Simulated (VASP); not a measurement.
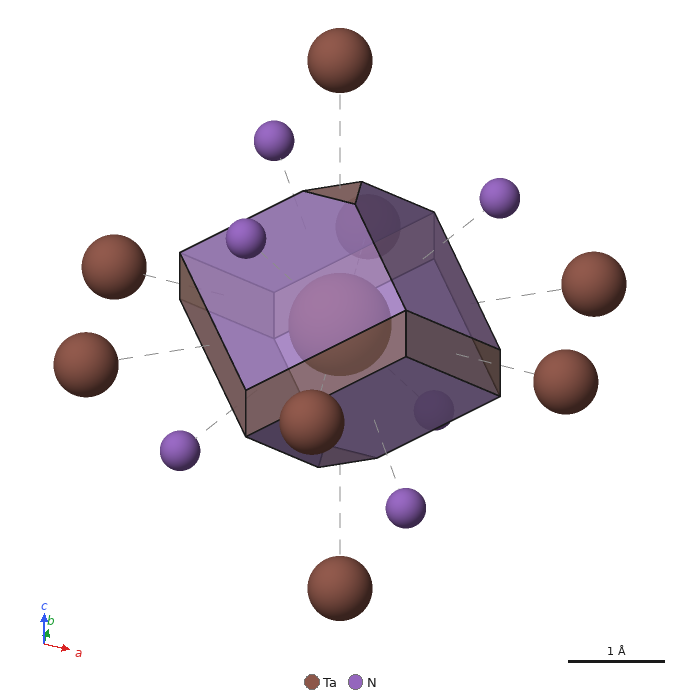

The polyhedron is the computed Voronoi (Dirichlet) cell of the central atom: each face lies in the plane that bisects the line to a neighbour. Central atom: Ta (2a) in TaN; faces take the colour of the neighbour behind them. Origin: the geometry relaxed with VASP Kohn-Sham DFT of a periodic cell, PBE, VASP PAW PBE potentials, minimal in VASP 6.6.1.

TaN, space group P6_3/mmc (No. 194), a = 2.915 Å, b = 2.915 Å, c = 5.908 Å, α = 90.00°, β = 90.00°, γ = 120.00°

```tsv
site	Wyckoff	x	y	z
Ta	2a	0.0000	0.0000	0.5000
N	2c	0.3333	0.6667	0.2500
```

Question: Give the Voronoi index ⟨n3,n4,n5,n6,…⟩ (numbers of faces with 3, 4, 5, 6 … edges).

Answer: 14 faces, index ⟨2,6,6,0⟩.

Question: What is the volume of this Voronoi cell?

Answer: 10.8 Å³, equal to the mean volume per atom.
